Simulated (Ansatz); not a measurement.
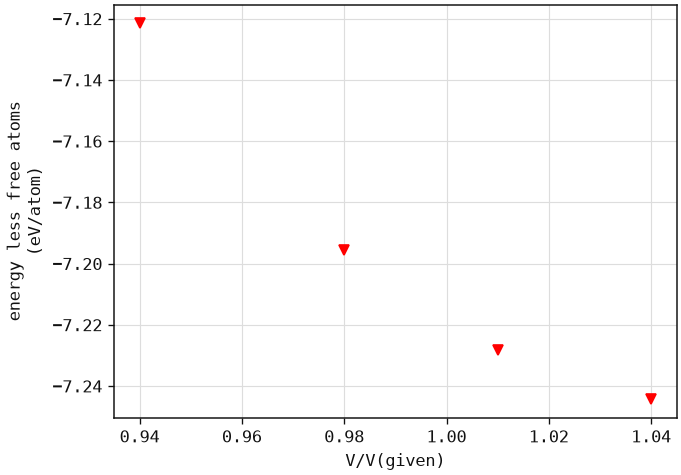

The picture above shows the energy less free atoms against V/V(given) for MoS₂, space group P6_3/mmc (No. 194).

Structure:
```
CELL_PARAMETERS angstrom
3.16100 0.00000 0.00000
-1.58050 2.73750 0.00000
0.00000 0.00000 12.29500
ATOMIC_POSITIONS crystal
Mo 0.33333 0.66667 0.25000
Mo 0.66667 0.33333 0.75000
S 0.33333 0.66667 0.62750
S 0.66667 0.33333 0.12750
S 0.33333 0.66667 0.87250
S 0.66667 0.33333 0.37250
```

Method: periodic Kohn-Sham DFT of a crystal at fixed atoms, scaled to the stated factor times the given cell; pressure positive in compression, energy less spherical unpolarised free atoms (Ansatz 0.2.0). Level: PBE.

```tsv
setting	value
method	all-electron LAPW
relativity	scalar
k mesh	10×10×3
occupations	Fermi–Dirac
smearing width	0.03 eV
basis error target	1 (meV/atom)
nucleus	Gaussian
```

V(given) is 17.73 Å³/atom.

From this curve and the settings, what does the calculation give for the pressure at the same points?

The pressure falls from 21.2 GPa at V/V(given) 0.94 to 2.6 GPa at 1.04.

| V/V(given) | pressure (GPa) |
| --- | --- |
| 0.94 | 21.2 |
| 0.98 | 12.6 |
| 1.01 | 7.2 |
| 1.04 | 2.6 |

Note: the volumes run don't bracket the minimum of the energy, so any equilibrium value is extrapolated; shape and atomic fractions are frozen while scaling, which makes layered, chain and framework solids too stiff.
